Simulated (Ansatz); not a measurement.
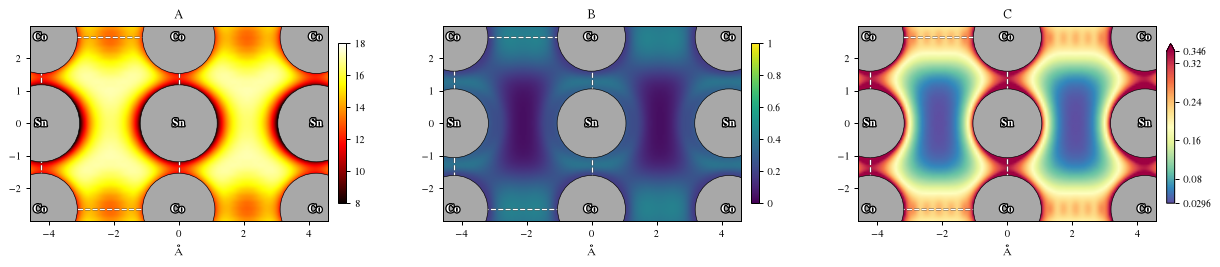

CoSn: 3 fields on the (11̄0) plane of the conventional cell, with unlabelled colour scales. Grey discs cover the atomic cores.

Space group P6/mmm; a structure from a database of computed crystals, not necessarily the ambient phase; started from the database_191 prototype, which need not be the ambient phase; computed without spin polarisation.

All numbers below come from DFT PBE, scalar-relativistic, plane waves, PAW in Ansatz.

```
Co Sn
1.0
     5.29520    0.00000    0.00000
    -2.64760    4.58578    0.00000
     0.00000    0.00000    4.23273
Co Sn
3 3
Direct
  0.00000 0.50000 0.00000
  0.50000 0.50000 0.00000
  0.50000 0.00000 0.00000
  0.66667 0.33333 0.50000
  0.33333 0.66667 0.50000
  0.00000 0.00000 0.00000
```

> The panels show electron localisation function, electrostatic potential energy of an electron and valence pseudo-density in some order. Assign them.

Panel A: electrostatic potential energy of an electron (low next to the atoms, rising into the space between them). Panel B: electron localisation function. Panel C: valence pseudo-density.
